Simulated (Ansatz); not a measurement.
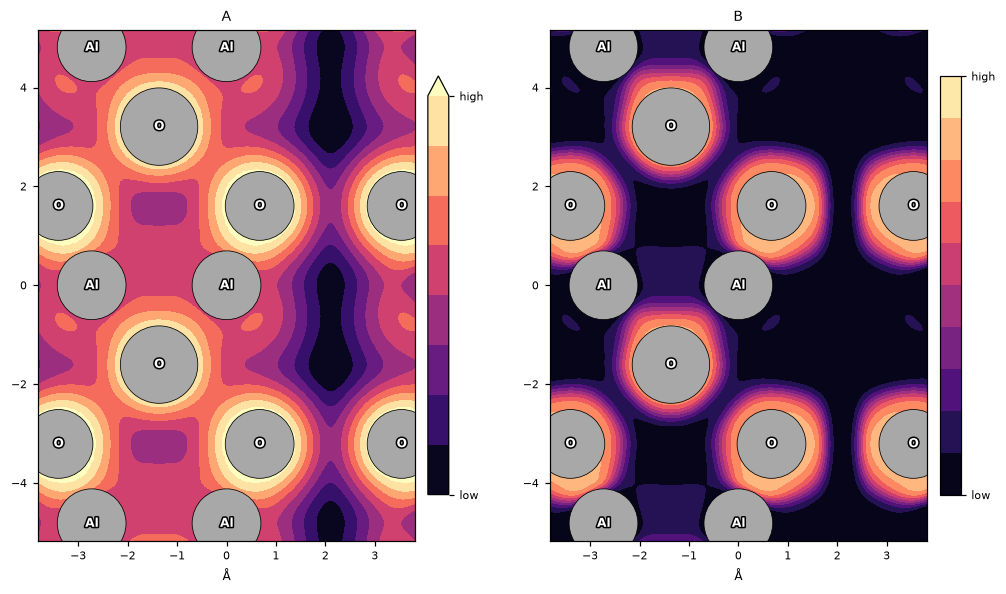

Al2O3: 2 fields on the (110) plane of the conventional cell, with unlabelled colour scales. Grey discs cover the atomic cores.

Space group P-6m2; a structure from a database of computed crystals, not necessarily the ambient phase; not relaxed (largest force 0.4 eV/Å); computed pressure about 8 GPa in this cell.

Level of theory: DFT LDA+D3(BJ), scalar-relativistic, plane waves, PAW in Ansatz.

> Which field does each panel show? The fields are: electron localisation function and valence pseudo-density.

Panel A: valence pseudo-density. Panel B: electron localisation function. From the grid: Al–O (1.74 Å): ρ at the midpoint is about 0.83 e/Å³; the ELF peaks at about 0.85 in the valence shell of O, 0.6 Å from its nucleus, and is about 0.80 at the midpoint.
